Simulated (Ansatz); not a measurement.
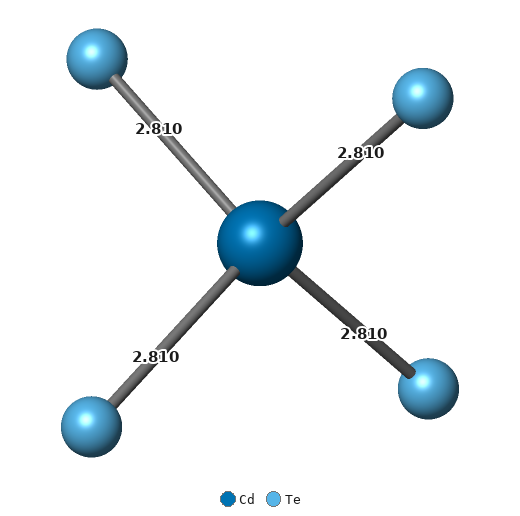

The surroundings of site Cd1 (at 0.000, 0.000, 0.000) in CdTe (F-43m, No. 216), with bond lengths in Å.

Origin of the cell: the end point of a relaxation with DFT PBEsol, scalar-relativistic, plane waves, PAW (Ansatz).

```xyz
8
Lattice="6.4893 0.0000 0.0000 0.0000 6.4893 0.0000 0.0000 0.0000 6.4893" Properties=species:S:1:pos:R:3 pbc="T T T"
Cd    0.0000    0.0000    0.0000
Te    1.6223    1.6223    4.8670
Cd    0.0000    3.2447    3.2447
Te    1.6223    4.8670    1.6223
Cd    3.2447    0.0000    3.2447
Te    4.8670    1.6223    1.6223
Cd    3.2447    3.2447    0.0000
Te    4.8670    4.8670    4.8670
```

Bond valence s = exp((R0 − d)/b), R0 fitted to published crystal structures with b = 0.37 Å; R0 in Å: Cd2+–Te 2.556.

Question: Calculate the bond-valence sum of Cd1 from the bonds drawn.

Answer: 4 × 0.503 = 2.01 v.u., against a formal valence of 2: a close match.

Question: And over the whole structure?

Answer:
```csv
site,"x, y, z",formal valence,bond-valence sum,difference
Cd1,"0.000, 0.000, 0.000",+2,2.01,0.01
Te1,"0.250, 0.250, 0.750",−2,2.01,0.01
```

These sums include all anions within 5 Å. The global instability index (root mean square of the differences over all atoms) is 0.01 v.u.: little strain.
